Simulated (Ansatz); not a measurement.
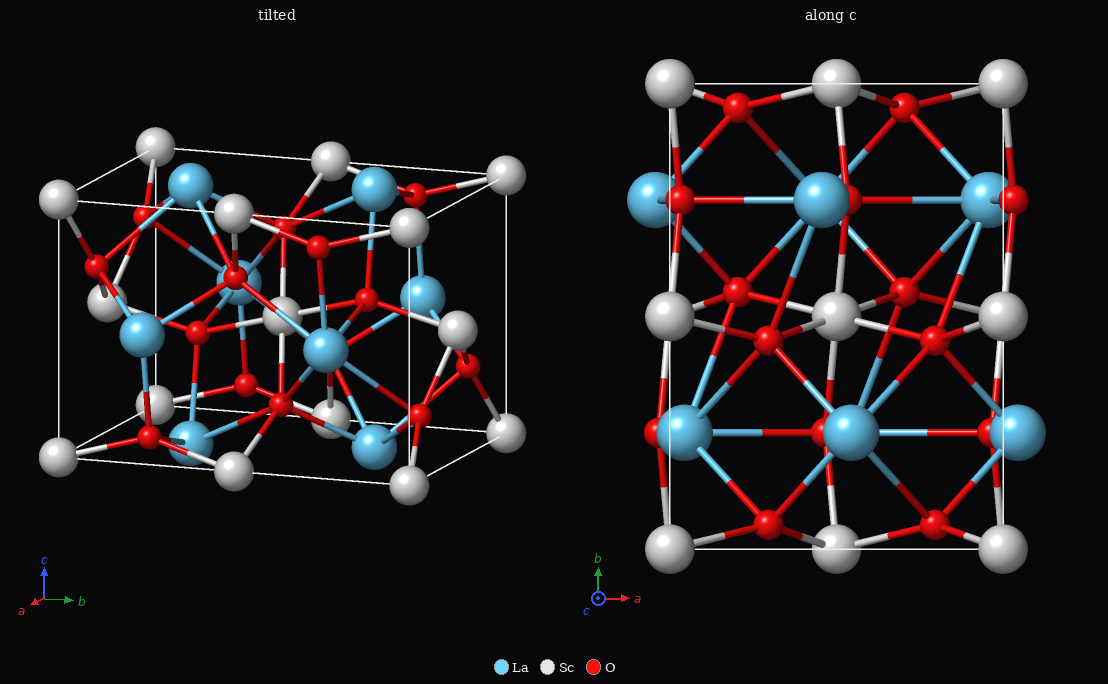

Shown here is a ball-and-stick view of the crystal, taken slightly off an axis and along the c axis. The conventional unit cell is drawn as a box.

LaScO$_{3}$, space group Pnma (No. 62), a = 5.796 Å, b = 8.096 Å, c = 5.678 Å, α = 90.00°, β = 90.00°, γ = 90.00°. Provenance: a structure listed in the Materials Project. Earlier steps of the study may have refined or changed the cell and positions. It went into a calculation with Ansatz.

This one geometry was computed with Ansatz (DFT, plane waves, PAW) at five levels of theory: HSE06, PBE0, r2SCAN, PBE with spin-orbit coupling and PBE. It was relaxed beforehand with r2SCAN.

Q: Which level gives the highest pressure at this volume, and what does that say about its equilibrium volume?

A: Highest: PBE with spin-orbit coupling (2.4 GPa) and PBE (2.4 GPa), which points to the largest equilibrium volume. Lowest, with the smallest volume: HSE06 (-1.1 GPa) and PBE0 (-1.1 GPa). Levels within 0.5 GPa of each other can't be told apart.

Q: How does the band gap change with the level of theory?

A: PBE with spin-orbit coupling: a gap of 3.92 eV, direct; PBE: a gap of 3.93 eV, direct; r2SCAN: a gap of 4.50 eV, direct; HSE06: a gap of 5.85 eV, direct; PBE0: a gap of 6.61 eV, direct.

Q: Collect the results in a table.

A:
| level | cutoff (eV) | k-mesh of the run's cell | gap (eV) | pressure (GPa) |
| --- | --- | --- | --- | --- |
| HSE06 | 420 | 4×2×4 | 5.85 | -1.1 |
| PBE0 | 420 | 4×2×4 | 6.61 | -1.1 |
| r2SCAN | 500 | 4×4×4 | 4.50 | 0.0 |
| PBE with spin-orbit coupling | 420 | 4×4×4 | 3.92 | 2.4 |
| PBE | 420 | 4×4×4 | 3.93 | 2.4 |

Gaps are taken on the k-mesh or band path of each run.
